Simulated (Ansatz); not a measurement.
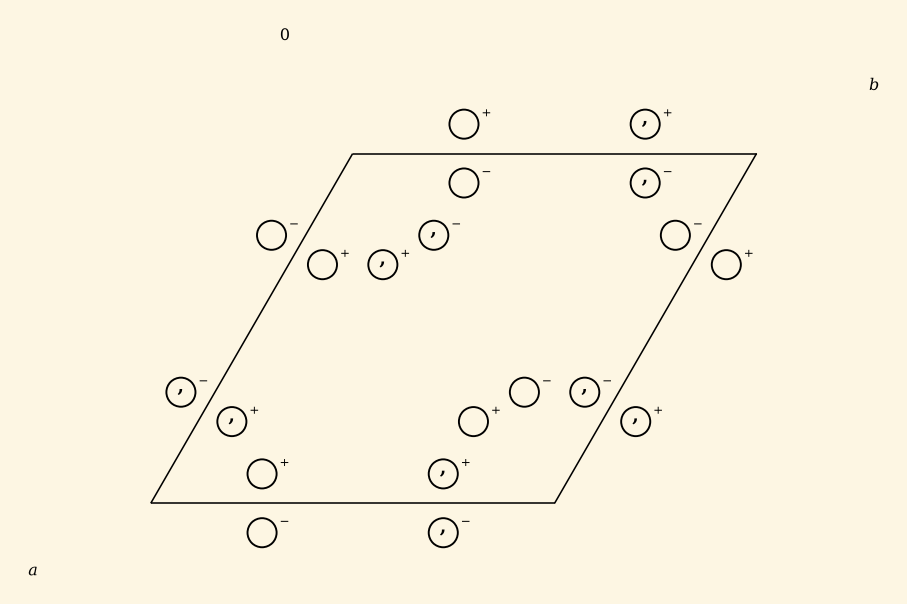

General positions of a space group, projected down c, computed from the operations of a computed or model structure of composition PtSe2.

A circle is a general position, a comma marks the mirror image, + and − with a fraction give the height (along the projection axis: ½+ is ½ plus the coordinate, − is its negative), and a split circle stands for two positions above each other.

Which space group is it?

Answer. No. 164, P-3m1; primitive trigonal (hexagonal lattice), point group -3m, 12 general positions a cell.

Write the general positions (in any order).

Answer. x, y, z; −x, −y, −z; −y, x−y, z; y, −x+y, −z; −x+y, −x, z; x−y, x, −z; y, x, −z; −y, −x, z; x−y, −y, −z; −x+y, y, z; −x, −x+y, −z; x, x−y, z
